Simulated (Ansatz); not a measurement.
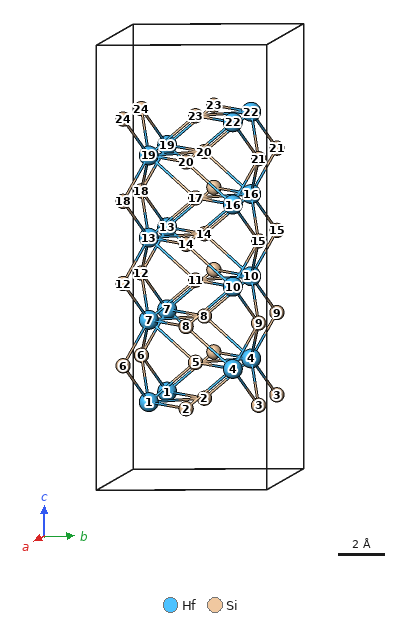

Fig. 1: The structure as given in the input (ball-and-stick view of the 2 × 1 repeat of the cell, with the vacuum cut short, seen slightly off an axis; atoms are numbered from 1 in the order of the input).

# Run report: HfSi$_{2}$, geometry relaxation (part 1 of 3)

System: HfSi$_{2}$ (slab, 24 atoms in the cell).
Method: DFT PBE, scalar-relativistic, plane waves, PAW, no spin polarisation (Ansatz 0.2.0).

The structure derives from a Materials Project entry. It belongs to a series of runs on one base structure; here: (0 0 1) slab, atoms relaxed. Figures and captions count atoms from 1; the log counts them from 0 in places.

Input
```yaml
crystal:
  lattice:
    - [3.6821236449, 0.0, 0.0]
    - [-1.8410618225, 7.2974624633, 0.0]
    - [0.0, 0.0, 27.8071161769]
  atoms:
    - { symbol: Hf, position: [0.1054784004, 0.2109568008, 0.2697151316] }
    - { symbol: Si, position: [0.7496862515, 0.499372503, 0.2697151316] }
    - { symbol: Si, position: [0.4457603518, 0.8915207035, 0.2697151316] }
    - { symbol: Hf, position: [0.8945215996, 0.7890431992, 0.3355108083] }
    - { symbol: Si, position: [0.2503137485, 0.500627497, 0.3355108083] }
    - { symbol: Si, position: [0.5542396482, 0.1084792965, 0.3355108083] }
    - { symbol: Hf, position: [0.1054784004, 0.2109568008, 0.401306485] }
    - { symbol: Si, position: [0.7496862515, 0.499372503, 0.401306485] }
    - { symbol: Si, position: [0.4457603518, 0.8915207035, 0.401306485] }
    - { symbol: Hf, position: [0.8945215996, 0.7890431992, 0.4671021617] }
    - { symbol: Si, position: [0.2503137485, 0.500627497, 0.4671021617] }
    - { symbol: Si, position: [0.5542396482, 0.1084792965, 0.4671021617] }
    - { symbol: Hf, position: [0.1054784004, 0.2109568008, 0.5328978383] }
    - { symbol: Si, position: [0.7496862515, 0.499372503, 0.5328978383] }
    - { symbol: Si, position: [0.4457603518, 0.8915207035, 0.5328978383] }
    - { symbol: Hf, position: [0.8945215996, 0.7890431992, 0.598693515] }
    - { symbol: Si, position: [0.2503137485, 0.500627497, 0.598693515] }
    - { symbol: Si, position: [0.5542396482, 0.1084792965, 0.598693515] }
    - { symbol: Hf, position: [0.1054784004, 0.2109568008, 0.6644891917] }
    - { symbol: Si, position: [0.7496862515, 0.499372503, 0.6644891917] }
    - { symbol: Si, position: [0.4457603518, 0.8915207035, 0.6644891917] }
    - { symbol: Hf, position: [0.8945215996, 0.7890431992, 0.7302848684] }
    - { symbol: Si, position: [0.2503137485, 0.500627497, 0.7302848684] }
    - { symbol: Si, position: [0.5542396482, 0.1084792965, 0.7302848684] }
basis:
  ecutwfc: 420
kpoints:
  mp_grid: { grid: [10, 5, 1] }
hamiltonian:
  xc: pbe
scf:
  occupations: { method: gaussian, width: 0.1 }
output:
  forces: true
  eigenvalues: true
  write_density: true
  write_potential: true
  elf: true
  volumetric_format: npy
relax:
  adjacent_minimum: "off"
  f_tol: 0.02
  max_steps: 60
efield:
  axis: 3
  dipole_correction: true
  ramp_width: 0.04
```

Hardware: 4 threads of Arm Neoverse N1, 80 GiB of memory available, shared host.

Launched with:
```bash
ansatz run input.yaml --threads 4 --pin off --max-ram 8192MiB --backend cpu --events-out ev --progress --plain --runs-dir out
```

The program's output
```
Warning: crystal.symmetry: narrowed to the stabiliser of the k-point mesh — unitary ops 2 → 1; excluded 1 operation that carries a point of the 10×5×1 mesh (shift [0, 0, 0]) off the mesh (the run samples exactly the mesh kpoints.mp_grid names, as under crystal.symmetry.detect: false, and its converged state has the mesh's symmetry, not the crystal's; ε∞, the Born charges and the force constants of a linear response (`dielectric:` by the response, `phonons.method: dfpt`) are averaged over those of the crystal's operations that the state keeps within a tolerance, where `mesh_tensors`, `unaveraged_element` or `gamma_mean_max_change_ev_ang2` stands beside them; a row that `dielectric.field_direction` solves alone is averaged likewise, with nothing beside; a Γ-centred mesh of equal divisions is mapped onto itself by every operation and keeps the whole group, as does a half-shifted one under kpoints.further_shifts: images)
Engine: ansatz 0.2.0, aarch64-unknown-linux-gnu
Pseudopotentials: kind: paw
Pseudopotential: Hf, paw, valence charge 26, recommended cutoff 420 eV (normal), Hf.paw.azcp
Pseudopotential: Si, paw, valence charge 4, recommended cutoff 420 eV (normal), Si.paw.azcp
Functional definition: PBE
  parameter kappa = 0.804
  parameter beta = 0.06672455060314922
  exchange = pbe_x(kappa = kappa, mu = beta*pi^2/3)
  correlation = pbe_c(beta = beta)
Crystal: 24 atoms, lattice volume = 747.182 Å³
Basis set: ecut = 420 eV, 14615 PW (Γ), exchange–correlation on 50×108×384 points (8 copies of the dense FFT grid, shifted against one another)
Bands: 164, of which v1, the nominal top of the filled ones, is band 136 counted from 1 (135 counted from 0)
Symmetry: 1 space group operations
k-points: 26 of 50 (time reversal used)
Non-local potential: Hf, projectors of the file, l = 0: 3, l = 1: 2, l = 2: 2, l = 3: 3
Non-local potential: Si, projectors of the file, l = 0: 2, l = 1: 2, l = 2: 2
PAW form: soft (Blöchl's): semilocal exchange-correlation on the pseudo side does not see the compensation charge
PAW one-centre angular grid: Hf, 590 points (default); XC on 64 Gauss nodes
PAW one-centre angular grid: Si, 110 points (default); XC on 64 Gauss nodes
Initial density: superposition of atomic densities (neutral atoms: chi_scale 0, normalization atom), corrected by the library's trained network
Initial wavefunctions: pseudopotential atomic-orbital guess
Functional: x = pbe(κ = 0.804, μ = 0.2195149727645171), c = pbe(β = 0.06672455060314922)
SCF iter   1: F=—  HF=-135951.975055 eV  |F-HF|=—  |Δ(HF+E_count)|=         —  Δρ=2.83e-3  dr2=5.26e-1  ethr=1.77e-3  p=0.000 e·Å  D=5.54e-14 V/Å  ΔV_dip=-0.00 eV  dr2_dipole=1.62e-8  V_vac-E_F(+/−)=4.27/4.27 eV  ⟨swp⟩=7.7  Hψ=17828  notcnv=0  defer=55
efield: sawtooth ramp at fractional position 0.9800 (placed from the atoms, in the widest stretch of the axis that holds none; the zero of the levels goes with the place), width 0.0400; the density the first Hamiltonian is built on has a dipole p = 0.000 e·Å; the dipole correction subtracts the counter field D = 5.54e-14 V/Å, which shifts the + side's vacuum level by -0.00 eV against the − side's; the planar-averaged density in the ramp window peaks in size at 1.9e-5 e/Å³
preconditioner: auto → LDOS  [metal: Δε(μ)=0.031 eV  Ē_g=10.674 eV  σ=0.100 eV  W_gap=0.17  n_scr=164 (ndim 8)  ℏωp=19.6 eV  f_vac=0.414  D(μ)=5.84/eV (n_scr^D=24)  β→1.0]
SCF iter   2: F=—  HF=-135951.971029 eV  |F-HF|=—  |Δ(HF+E_count)|=   4.03e-3  Δρ=1.76e-3  dr2=2.85e-1  ethr=1.93e-4  p=0.000 e·Å  D=1.16e-5 V/Å  ΔV_dip=-0.00 eV  dr2_dipole=3.19e-7  V_vac-E_F(+/−)=4.33/4.33 eV  ⟨swp⟩=2.5  Hψ=7933  notcnv=0  defer=520
SCF iter   3: F=—  HF=-135951.943810 eV  |F-HF|=—  |Δ(HF+E_count)|=   2.72e-2  Δρ=3.81e-4  dr2=3.83e-3  ethr=1.05e-4  p=0.000 e·Å  D=2.69e-7 V/Å  ΔV_dip=-0.00 eV  dr2_dipole=3.46e-9  V_vac-E_F(+/−)=4.28/4.28 eV  ⟨swp⟩=2.0  Hψ=4994  notcnv=0  defer=520
SCF iter   4: F=—  HF=-135951.944474 eV  |F-HF|=—  |Δ(HF+E_count)|=   6.64e-4  Δρ=1.97e-4  dr2=7.25e-4  ethr=1.41e-6  p=-0.000 e·Å  D=-2.41e-8 V/Å  ΔV_dip=0.00 eV  dr2_dipole=3.08e-11  V_vac-E_F(+/−)=4.27/4.27 eV  ⟨swp⟩=2.3  Hψ=7691  notcnv=0  defer=103
SCF iter   5: F=—  HF=-135951.944397 eV  |F-HF|=—  |Δ(HF+E_count)|=   7.77e-5  Δρ=5.12e-5  dr2=4.01e-5  ethr=2.66e-7  p=0.000 e·Å  D=1.18e-7 V/Å  ΔV_dip=-0.00 eV  dr2_dipole=2.04e-11  V_vac-E_F(+/−)=4.27/4.27 eV  ⟨swp⟩=2.2  Hψ=7115  notcnv=0  defer=103
SCF iter   6: F=-135951.944394 eV  HF=-135951.944399 eV  |F-HF|=4.62e-6  |Δ(HF+E_count)|=   1.96e-6  Δρ=1.84e-5  dr2=5.57e-6  ethr=3.68e-9  p=-0.000 e·Å  D=-1.02e-8 V/Å  ΔV_dip=0.00 eV  dr2_dipole=3.49e-12  V_vac-E_F(+/−)=4.27/4.27 eV  ⟨swp⟩=25.0  Hψ=54063  notcnv=0
SCF 1 converged in 6 iterations: F = -135951.944394 eV  dr2 = 5.57e-6
  greatest PAW one-centre occupation: 0.998 electrons in one spin orbital (limit 2), on the Hf atom at site 0 (counted from 0), in its partial waves of l = 3
relax step   1: F+E_penalty+E_count = -135951.94439409 eV  Δ(F+E_penalty+E_count) = +0.000e0 eV  max|allowed force component| = 1.121e0 eV/Å  Δτ_max = 0.0000 Å  (6 SCF iters, dr2 threshold 1.00e-5 eV, accepted)
Initial density: handed on by an earlier stage of this run
Initial wavefunctions: those handed on with the density
iter 1 solved again at ethr=5.49e-4 eV; its pass at ethr=3.10e-3 eV (dr2=1.49e0 eV) is discarded
SCF iter   1: F=—  HF=-135952.648845 eV  |F-HF|=—  |Δ(HF+E_count)|=         —  Δρ=6.92e-3  dr2=1.55e0  ethr=5.49e-4  p=-0.000 e·Å  D=-1.02e-8 V/Å  ΔV_dip=0.00 eV  dr2_dipole=5.45e-13  V_vac-E_F(+/−)=4.25/4.25 eV  ⟨swp⟩=1.8  Hψ=12669  notcnv=0  defer=528
efield: sawtooth ramp at fractional position 0.9800 (handed on by an earlier solve), width 0.0400; the density the first Hamiltonian is built on has a dipole p = -0.000 e·Å; the dipole correction subtracts the counter field D = -1.02e-8 V/Å, which shifts the + side's vacuum level by +0.00 eV against the − side's; the planar-averaged density in the ramp window peaks in size at 6.3e-7 e/Å³
preconditioner: auto → LDOS  [metal: Δε(μ)=0.026 eV  Ē_g=10.709 eV  σ=0.100 eV  W_gap=0.15  n_scr=164 (ndim 8)  ℏωp=19.6 eV  f_vac=0.417  D(μ)=5.10/eV (n_scr^D=22)  β→1.0]
SCF iter   2: F=—  HF=-135952.712713 eV  |F-HF|=—  |Δ(HF+E_count)|=   6.39e-2  Δρ=6.17e-3  dr2=2.17e0  ethr=5.49e-4  p=0.000 e·Å  D=1.49e-7 V/Å  ΔV_dip=-0.00 eV  dr2_dipole=3.07e-11  V_vac-E_F(+/−)=4.28/4.28 eV  ⟨swp⟩=3.7  Hψ=5970  notcnv=0  defer=524
SCF iter   3: F=—  HF=-135952.451055 eV  |F-HF|=—  |Δ(HF+E_count)|=   2.62e-1  Δρ=7.44e-4  dr2=1.19e-2  ethr=5.49e-4  p=-0.000 e·Å  D=-2.36e-7 V/Å  ΔV_dip=0.00 eV  dr2_dipole=2.71e-12  V_vac-E_F(+/−)=4.27/4.27 eV  ⟨swp⟩=2.3  Hψ=5530  notcnv=0  defer=540
SCF iter   4: F=—  HF=-135952.448835 eV  |F-HF|=—  |Δ(HF+E_count)|=   2.22e-3  Δρ=2.41e-4  dr2=7.96e-4  ethr=4.39e-6  p=-0.000 e·Å  D=-1.11e-7 V/Å  ΔV_dip=0.00 eV  dr2_dipole=1.28e-11  V_vac-E_F(+/−)=4.29/4.29 eV  ⟨swp⟩=3.0  Hψ=8028  notcnv=0  defer=540
SCF iter   5: F=—  HF=-135952.448760 eV  |F-HF|=—  |Δ(HF+E_count)|=   7.49e-5  Δρ=9.23e-5  dr2=9.46e-5  ethr=2.92e-7  p=-0.000 e·Å  D=-1.40e-8 V/Å  ΔV_dip=0.00 eV  dr2_dipole=1.15e-11  V_vac-E_F(+/−)=4.29/4.29 eV  ⟨swp⟩=2.9  Hψ=7647  notcnv=0  defer=540
SCF iter   6: F=-135952.448745 eV  HF=-135952.448744 eV  |F-HF|=1.32e-6  |Δ(HF+E_count)|=   1.60e-5  Δρ=2.83e-5  dr2=7.68e-6  ethr=2.89e-8  p=0.000 e·Å  D=6.66e-9 V/Å  ΔV_dip=-0.00 eV  dr2_dipole=1.01e-11  V_vac-E_F(+/−)=4.29/4.29 eV  ⟨swp⟩=25.5  Hψ=56670  notcnv=0
SCF 2 converged in 6 iterations: F = -135952.448745 eV  dr2 = 7.68e-6
relax step   2: F+E_penalty+E_count = -135952.44874511 eV  Δ(F+E_penalty+E_count) = -5.044e-1 eV  max|allowed force component| = 4.878e-1 eV/Å  Δτ_max = 0.1949 Å  (6 SCF iters, dr2 threshold 7.86e-5 eV, accepted)
iter 1 solved again at ethr=1.04e-4 eV; its pass at ethr=3.10e-3 eV (dr2=2.83e-1 eV) is discarded
SCF iter   1: F=—  HF=-135952.541062 eV  |F-HF|=—  |Δ(HF+E_count)|=         —  Δρ=3.95e-3  dr2=2.70e-1  ethr=1.04e-4  p=0.000 e·Å  D=6.66e-9 V/Å  ΔV_dip=-0.00 eV  dr2_dipole=3.90e-11  V_vac-E_F(+/−)=4.31/4.31 eV  ⟨swp⟩=2.0  Hψ=13198  notcnv=0  defer=520
efield: sawtooth ramp at fractional position 0.9800 (handed on by an earlier solve), width 0.0400; the density the first Hamiltonian is built on has a dipole p = 0.000 e·Å; the dipole correction subtracts the counter field D = 6.66e-9 V/Å, which shifts the + side's vacuum level by -0.00 eV against the − side's; the planar-averaged density in the ramp window peaks in size at 4.0e-7 e/Å³
preconditioner: auto → LDOS  [metal: Δε(μ)=0.037 eV  Ē_g=10.706 eV  σ=0.100 eV  W_gap=0.21  n_scr=164 (ndim 8)  ℏωp=19.6 eV  f_vac=0.416  D(μ)=5.72/eV (n_scr^D=24)  β→1.0]
SCF iter   2: F=—  HF=-135952.522629 eV  |F-HF|=—  |Δ(HF+E_count)|=   1.84e-2  Δρ=2.40e-3  dr2=1.40e-1  ethr=9.93e-5  p=0.000 e·Å  D=7.57e-8 V/Å  ΔV_dip=-0.00 eV  dr2_dipole=1.57e-10  V_vac-E_F(+/−)=4.35/4.35 eV  ⟨swp⟩=2.2  Hψ=7275  notcnv=0  defer=520
SCF iter   3: F=—  HF=-135952.490451 eV  |F-HF|=—  |Δ(HF+E_count)|=   3.22e-2  Δρ=5.55e-4  dr2=7.56e-3  ethr=5.16e-5  p=0.000 e·Å  D=3.63e-8 V/Å  ΔV_dip=-0.00 eV  dr2_dipole=1.79e-11  V_vac-E_F(+/−)=4.32/4.32 eV  ⟨swp⟩=2.0  Hψ=7077  notcnv=0  defer=525
SCF iter   4: F=—  HF=-135952.488835 eV  |F-HF|=—  |Δ(HF+E_count)|=   1.62e-3  Δρ=1.40e-4  dr2=2.78e-4  ethr=2.78e-6  p=-0.000 e·Å  D=-1.24e-7 V/Å  ΔV_dip=0.00 eV  dr2_dipole=7.81e-12  V_vac-E_F(+/−)=4.32/4.32 eV  ⟨swp⟩=2.7  Hψ=7523  notcnv=0  defer=525
SCF iter   5: F=-135952.488791 eV  HF=-135952.488795 eV  |F-HF|=3.85e-6  |Δ(HF+E_count)|=   3.97e-5  Δρ=3.87e-5  dr2=1.41e-5  ethr=5.47e-9  p=-0.000 e·Å  D=-1.15e-7 V/Å  ΔV_dip=0.00 eV  dr2_dipole=9.50e-12  V_vac-E_F(+/−)=4.32/4.32 eV  ⟨swp⟩=23.8  Hψ=55765  notcnv=0
SCF 3 converged in 5 iterations: F = -135952.488791 eV  dr2 = 1.41e-5
  Residual-converged pass: ⟨swp⟩=1.0  Hψ=4368  notcnv=0  max |occ|·‖R‖ = 7.0e-9 eV (tolerance 1.0e-8 eV)  dr2=1.41e-5  dr2_onsite=4.28e-6  max |Δocc| = 4.0e-11
  greatest PAW one-centre occupation: 0.998 electrons in one spin orbital (limit 2), on the Hf atom at site 21 (counted from 0), in its partial waves of l = 3
relax step   3: F+E_penalty+E_count = -135952.48879123 eV  Δ(F+E_penalty+E_count) = -4.005e-2 eV  max|allowed force component| = 3.643e-1 eV/Å  Δτ_max = 0.1129 Å  (5 SCF iters, dr2 threshold 1.49e-5 eV, accepted)
SCF iter   1: F=—  HF=-135952.595696 eV  |F-HF|=—  |Δ(HF+E_count)|=         —  Δρ=2.38e-3  dr2=9.89e-2  ethr=4.57e-4  p=-0.000 e·Å  D=-1.15e-7 V/Å  ΔV_dip=0.00 eV  dr2_dipole=1.52e-11  V_vac-E_F(+/−)=4.32/4.32 eV  ⟨swp⟩=3.7  Hψ=6959  notcnv=0  defer=539
efield: sawtooth ramp at fractional position 0.9800 (handed on by an earlier solve), width 0.0400; the density the first Hamiltonian is built on has a dipole p = -0.000 e·Å; the dipole correction subtracts the counter field D = -1.15e-7 V/Å, which shifts the + side's vacuum level by +0.00 eV against the − side's; the planar-averaged density in the ramp window peaks in size at 3.9e-7 e/Å³
preconditioner: auto → LDOS  [metal: Δε(μ)=0.043 eV  Ē_g=10.710 eV  σ=0.100 eV  W_gap=0.24  n_scr=164 (ndim 8)  ℏωp=19.6 eV  f_vac=0.417  D(μ)=6.37/eV (n_scr^D=24)  β→1.0]
SCF iter   2: F=—  HF=-135952.593075 eV  |F-HF|=—  |Δ(HF+E_count)|=   2.62e-3  Δρ=1.70e-3  dr2=7.44e-2  ethr=3.64e-5  p=0.000 e·Å  D=2.13e-7 V/Å  ΔV_dip=-0.00 eV  dr2_dipole=3.35e-11  V_vac-E_F(+/−)=4.32/4.32 eV  ⟨swp⟩=3.0  Hψ=8632  notcnv=0  defer=529
SCF iter   3: F=—  HF=-135952.576249 eV  |F-HF|=—  |Δ(HF+E_count)|=   1.68e-2  Δρ=3.14e-4  dr2=1.60e-3  ethr=2.74e-5  p=-0.000 e·Å  D=-3.45e-8 V/Å  ΔV_dip=0.00 eV  dr2_dipole=3.36e-12  V_vac-E_F(+/−)=4.30/4.30 eV  ⟨swp⟩=2.0  Hψ=6935  notcnv=0  defer=529
SCF iter   4: F=—  HF=-135952.575791 eV  |F-HF|=—  |Δ(HF+E_count)|=   4.58e-4  Δρ=8.27e-5  dr2=1.17e-4  ethr=5.87e-7  p=0.000 e·Å  D=2.27e-8 V/Å  ΔV_dip=-0.00 eV  dr2_dipole=1.39e-12  V_vac-E_F(+/−)=4.30/4.30 eV  ⟨swp⟩=3.0  Hψ=8017  notcnv=0  defer=529
SCF iter   5: F=-135952.575779 eV  HF=-135952.575781 eV  |F-HF|=2.00e-6  |Δ(HF+E_count)|=   1.03e-5  Δρ=2.40e-5  dr2=6.60e-6  ethr=9.23e-9  p=0.000 e·Å  D=3.15e-8 V/Å  ΔV_dip=-0.00 eV  dr2_dipole=8.93e-12  V_vac-E_F(+/−)=4.30/4.30 eV  ⟨swp⟩=22.8  Hψ=50740  notcnv=0
SCF 4 converged in 5 iterations: F = -135952.575779 eV  dr2 = 6.60e-6
relax step   4: F+E_penalty+E_count = -135952.57577896 eV  Δ(F+E_penalty+E_count) = -8.699e-2 eV  max|allowed force component| = 8.410e-2 eV/Å  Δτ_max = 0.0826 Å  (5 SCF iters, dr2 threshold 2.51e-5 eV, accepted)
SCF iter   1: F=—  HF=-135952.580994 eV  |F-HF|=—  |Δ(HF+E_count)|=         —  Δρ=6.19e-4  dr2=5.06e-3  ethr=1.97e-5  p=0.000 e·Å  D=3.15e-8 V/Å  ΔV_dip=-0.00 eV  dr2_dipole=5.44e-12  V_vac-E_F(+/−)=4.30/4.30 eV  ⟨swp⟩=2.0  Hψ=6547  notcnv=0  defer=525
efield: sawtooth ramp at fractional position 0.9800 (handed on by an earlier solve), width 0.0400; the density the first Hamiltonian is built on has a dipole p = 0.000 e·Å; the dipole correction subtracts the counter field D = 3.15e-8 V/Å, which shifts the + side's vacuum level by -0.00 eV against the − side's; the planar-averaged density in the ramp window peaks in size at 4.0e-7 e/Å³
preconditioner: auto → LDOS  [metal: Δε(μ)=0.017 eV  Ē_g=10.702 eV  σ=0.100 eV  W_gap=0.09  n_scr=164 (ndim 8)  ℏωp=19.6 eV  f_vac=0.417  D(μ)=6.22/eV (n_scr^D=24)  β→1.0]
SCF iter   2: F=—  HF=-135952.580718 eV  |F-HF|=—  |Δ(HF+E_count)|=   2.76e-4  Δρ=3.61e-4  dr2=2.72e-3  ethr=1.86e-6  p=-0.000 e·Å  D=-4.04e-8 V/Å  ΔV_dip=0.00 eV  dr2_dipole=3.21e-11  V_vac-E_F(+/−)=4.30/4.30 eV  ⟨swp⟩=2.0  Hψ=8249  notcnv=0  defer=523
SCF iter   3: F=—  HF=-135952.580288 eV  |F-HF|=—  |Δ(HF+E_count)|=   4.31e-4  Δρ=8.24e-5  dr2=1.70e-4  ethr=9.99e-7  p=0.000 e·Å  D=2.20e-8 V/Å  ΔV_dip=-0.00 eV  dr2_dipole=6.45e-12  V_vac-E_F(+/−)=4.30/4.30 eV  ⟨swp⟩=2.0  Hψ=7077  notcnv=0  defer=523
SCF iter   4: F=—  HF=-135952.580166 eV  |F-HF|=—  |Δ(HF+E_count)|=   1.22e-4  Δρ=2.13e-5  dr2=8.71e-6  ethr=6.25e-8  p=-0.000 e·Å  D=-2.94e-8 V/Å  ΔV_dip=0.00 eV  dr2_dipole=2.30e-13  V_vac-E_F(+/−)=4.30/4.30 eV  ⟨swp⟩=3.0  Hψ=7610  notcnv=0  defer=523
SCF iter   5: F=-135952.580165 eV  HF=-135952.580165 eV  |F-HF|=1.73e-7  |Δ(HF+E_count)|=   6.47e-7  Δρ=6.81e-6  dr2=3.71e-7  ethr=1.63e-10  p=-0.000 e·Å  D=-9.72e-9 V/Å  ΔV_dip=0.00 eV  dr2_dipole=2.82e-13  V_vac-E_F(+/−)=4.30/4.30 eV  ⟨swp⟩=19.0  Hψ=47435  notcnv=0
SCF 5 converged in 5 iterations: F = -135952.580165 eV  dr2 = 3.71e-7
relax step   5: F+E_penalty+E_count = -135952.58016523 eV  Δ(F+E_penalty+E_count) = -4.386e-3 eV  max|allowed force component| = 1.531e-2 eV/Å  Δτ_max = 0.0153 Å  (5 SCF iters, dr2 threshold 4.42e-7 eV, accepted)
iter 1 solved again at ethr=1.40e-10 eV; its pass at ethr=3.10e-3 eV (dr2=3.80e-7 eV) is discarded
SCF iter   1: F=—  HF=-135952.580241 eV  |F-HF|=—  |Δ(HF+E_count)|=         —  Δρ=6.89e-6  dr2=3.82e-7  ethr=1.40e-10  p=-0.000 e·Å  D=-9.72e-9 V/Å  ΔV_dip=0.00 eV  dr2_dipole=6.41e-14  V_vac-E_F(+/−)=4.30/4.30 eV  ⟨swp⟩=1.0  Hψ=10036  notcnv=0
efield: sawtooth ramp at fractional position 0.9800 (handed on by an earlier solve), width 0.0400; the density the first Hamiltonian is built on has a dipole p = -0.000 e·Å; the dipole correction subtracts the counter field D = -9.72e-9 V/Å, which shifts the + side's vacuum level by +0.00 eV against the − side's; the planar-averaged density in the ramp window peaks in size at 4.2e-7 e/Å³
preconditioner: auto → LDOS  [metal: Δε(μ)=0.015 eV  Ē_g=10.702 eV  σ=0.100 eV  W_gap=0.08  n_scr=164 (ndim 8)  ℏωp=19.6 eV  f_vac=0.417  D(μ)=6.23/eV (n_scr^D=24)  β→1.0]
SCF iter   2: F=—  HF=-135952.580166 eV  |F-HF|=—  |Δ(HF+E_count)|=   7.58e-5  Δρ=6.09e-6  dr2=4.37e-7  ethr=1.40e-10  p=-0.000 e·Å  D=-1.53e-9 V/Å  ΔV_dip=0.00 eV  dr2_dipole=1.36e-14  V_vac-E_F(+/−)=4.30/4.30 eV  ⟨swp⟩=2.8  Hψ=7363  notcnv=0
SCF iter   3: F=-135952.580165 eV  HF=-135952.580165 eV  |F-HF|=4.53e-8  |Δ(HF+E_count)|=   1.95e-7  Δρ=1.57e-6  dr2=2.79e-8  ethr=3.68e-11  p=-0.000 e·Å  D=-7.80e-9 V/Å  ΔV_dip=0.00 eV  dr2_dipole=1.46e-13  V_vac-E_F(+/−)=4.30/4.30 eV  ⟨swp⟩=9.8  Hψ=38117  notcnv=0
SCF 6 converged in 3 iterations: F = -135952.580165 eV  dr2 = 2.79e-8
relax step   6: F+E_penalty+E_count = -135952.58016540 eV  Δ(F+E_penalty+E_count) = -1.651e-7 eV  max|allowed force component| = 1.512e-2 eV/Å  Δτ_max = 0.0000 Å  (3 SCF iters, accepted)
```
